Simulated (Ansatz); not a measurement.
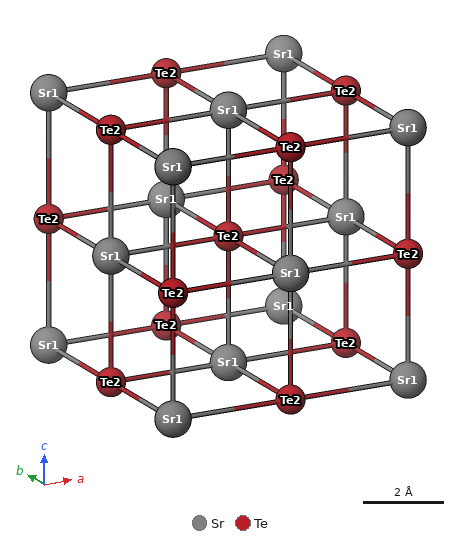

Reference structure: crystalline SrTe (built on the rocksalt type) at its r2SCAN-relaxed geometry. The picture is a ball-and-stick view of the conventional cell (4 times the calculation's cell), seen from a free direction. Lengths and directions refer to the drawn axes.

The calculation used DFT, PBE, plane waves, PAW (Ansatz 0.2.0). (plane-wave cutoff 420 eV; k-point mesh 6 × 6 × 6; occupations fermi dirac; smearing width 0.02 eV; no spin polarisation)

The variant: All lengths are scaled by +2.0 % (volume +6.1 %). The atoms were relaxed with r2SCAN under that strain, and this is a single point on that geometry.

Input
```yaml
crystal:
  lattice:
    - [0.0, 3.4198133696, 3.4198133696]
    - [3.4198133696, 0.0, 3.4198133696]
    - [3.4198133696, 3.4198133696, 0.0]
  atoms:
    - { symbol: Sr, position: [0.0, 0.0, 0.0] }
    - { symbol: Te, position: [0.5, 0.5, 0.5] }
kpoints:
  mp_grid: { grid: [6, 6, 6] }
  band_path:
    path:
      - [0.0, 0.0, 0.0]
      - [0.5, 0.0, 0.5]
      - [0.625, 0.25, 0.625]
      - [0.375, 0.375, 0.75]
      - [0.5, 0.5, 0.5]
      - [0.5, 0.25, 0.75]
      - [0.0, 0.5, 0.5]
    npoints: 1
hamiltonian:
  xc: pbe
scf:
  occupations: { method: fermi_dirac, width: 0.02 }
  n_extra_bands: 4
output:
  forces: true
  stress: true
  eigenvalues: true
```

Command:
```bash
ansatz run input.yaml --threads 4 --pin off --max-ram 4608MiB --backend cpu --events-out ev --progress --plain --runs-dir out
```

Question: Predict the response.

Answer: Energy change: +10.4 meV per atom. The pressure goes from 0.2 to −1.5 GPa. All forces vanish by symmetry. Near-neighbour distances before and after: Sr–Te 3.353 → 3.420 Å. The space group stays Fm-3m (No. 225).

The changed structure in the same view:

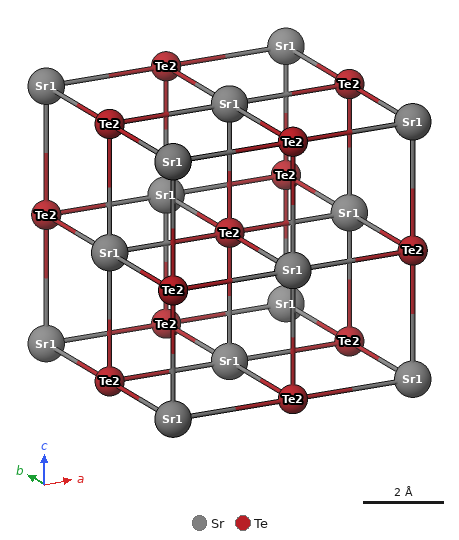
